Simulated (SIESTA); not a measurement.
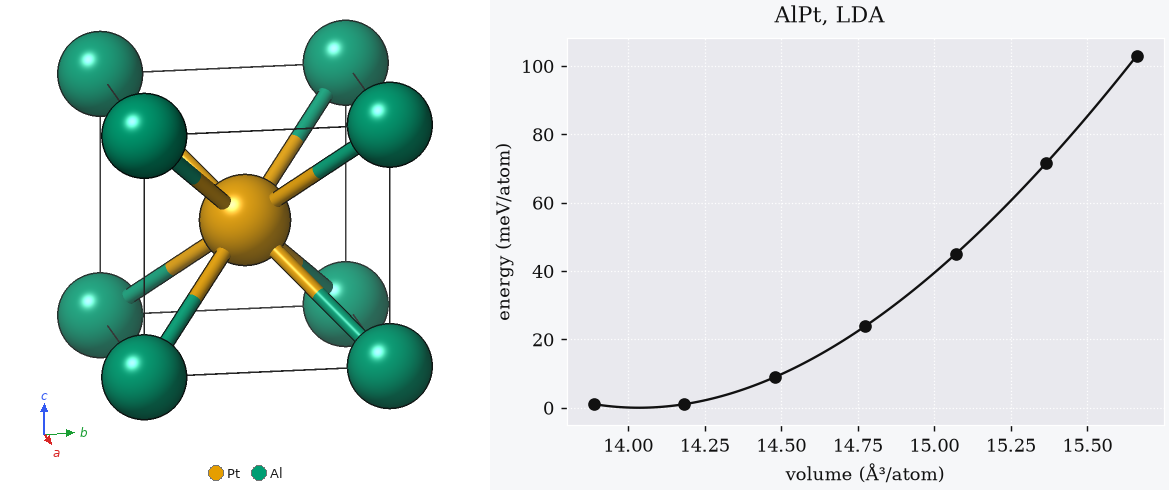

Plotted: energy against volume for AlPt, space group Pm-3m (No. 221). The conventional cell is drawn beside the plot.

Cell as given: a = 3.092 Å, b = 3.092 Å, c = 3.092 Å, α = 90.00°, β = 90.00°, γ = 90.00°; 2 atoms.

Computed with SIESTA 5.4.2: DFT in numerical atomic orbitals with pseudopotentials, no spin polarisation; energies at scaled volumes of the given cell, shape and fractions fixed, counted from the fit's minimum, third-order Birch-Murnaghan fit. Level: LDA.

| setting | value |
| --- | --- |
| k mesh | 9×9×9 |
| occupations | Fermi–Dirac |
| smearing width | 0.05 eV |
| potentials | PseudoDojo 0.4 standard, converted to PSML, two zetas on semicore shells |
| program settings | basis DZP, mesh cutoff 800 Ry |

Give the fitted equation-of-state parameters.

Answer. A third-order Birch–Murnaghan fit gives V0 = 14.04 Å³/atom, B0 = 217 GPa and B′ = 4.9.

Keep in mind: mulliken charges of long orbitals; short basis over semicore shells; spin-orbit coupling left out, heavy elements.
